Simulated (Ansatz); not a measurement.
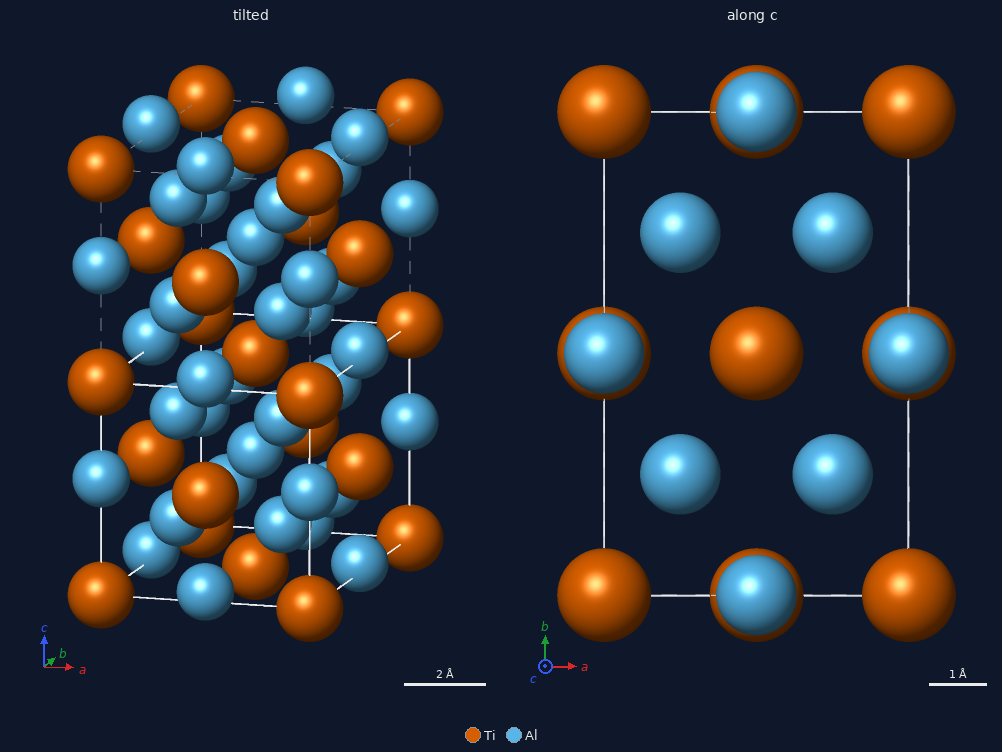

A spheres-only picture of a crystal structure, seen slightly off an axis and along the c axis. The solid box is one conventional unit cell, and 1×1×2 cells are shown.

TiAl$_{3}$, space group Fmm2 (No. 42), a = 5.40 Å, b = 8.55 Å, c = 5.40 Å, α = 90.00°, β = 90.00°, γ = 90.00°.

Computational set-up: DFT PBEsol, scalar-relativistic, plane waves, PAW in Ansatz, a cutoff energy of 420 eV, k-points about 0.13 Å⁻¹ apart, Gaussian smearing of 0.15 eV, no spin polarisation.

Question: What is the electronic character?

Answer: A metal: bands cross the Fermi level.

Question: Would the cell expand or shrink if it could?

Answer: The computed pressure is 2.0 GPa (compressed: it would expand). The stress isn't hydrostatic: its largest component is 2.5 GPa.

Origin of the cell: a structure listed in the Materials Project. The cell was then strained or its atoms displaced on purpose. Ansatz was used for an electronic-structure calculation on it.

At this level of theory the cell isn't at rest (forces up to 1.9 eV/Å), so its distances can differ from those at equilibrium, the more so the softer the solid.
